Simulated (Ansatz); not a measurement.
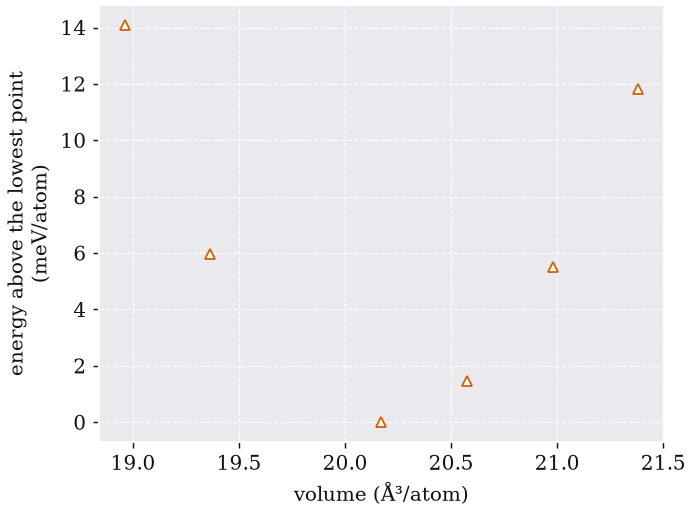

The picture above shows the energy above the lowest point against volume for Al, space group Pm-3m (No. 221) (one of a set of cubic test structures, which need not be the stable phase).

How it was computed, with Ansatz 0.2.0 development build: equation of state of a cubic crystal from periodic Kohn-Sham density functional theory without spin, third-order Birch-Murnaghan fit to the free energies; pressure corrected for the finite basis. Level: PBE.

- structure type: simple cubic
- atoms in cell: 1
- space group number: 221
- lattice centring: simple cubic
- k mesh: 40×40×40
- occupation method: Fermi–Dirac
- occupation width: 0.06123 eV
- wave cutoff: 420 eV
- datasets: soft-1 PAW
- density tolerance: 1e−07 eV
- bands: 6
- density cutoff ratio: 4
- search for lower states: default

The point at volume 19.77 Å³/atom is left out of the plot. What does the calculation give there?

```tsv
volume (Å³/atom)	energy above the lowest point (meV/atom)
19.77	1.4
```

Note: cubic model structure, not the ambient form.
